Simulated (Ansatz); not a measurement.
ZnS (space group P6_3mc, No. 186). Coordinates: coordinates from a relaxation at fixed volume with DFT PBEsol, scalar-relativistic, plane waves, PAW in Ansatz 0.2.0.

```yaml
crystal:
  lattice:
    - [3.75624, 0.00000, 0.00000]
    - [-1.87812, 3.25300, 0.00000]
    - [0.00000, 0.00000, 6.16797]
  atoms:
    - { symbol: Zn, position: [0.33333, 0.66667, 0.00546] }
    - { symbol: Zn, position: [0.66667, 0.33333, 0.50546] }
    - { symbol: S, position: [0.33333, 0.66667, 0.37954] }
    - { symbol: S, position: [0.66667, 0.33333, 0.87954] }
```

Bonds are taken as S–Zn below 2.6 Å; no other contact counts. The graph is simplified in the usual way: terminal and isolated atoms are pruned, two-connected atoms become edges.

What net does this leave?

The result is a uninodal 4-connected, three-periodic net: Zn and S are 4-connected nodes. It is the lon net, known from lonsdaleite, wurtzite and tridymite. It is a single net, without interpenetration.

```json
{"node": "Zn and S", "links": "4", "point symbol": "6⁶", "coordination sequence": "4 12 25 44 67"}
```

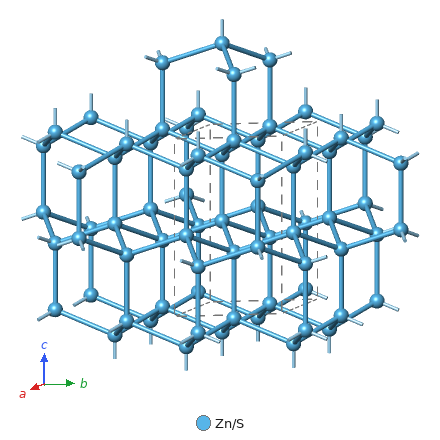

Nodes are coloured by topological kind. Short stubs are edges that leave the cut-out.
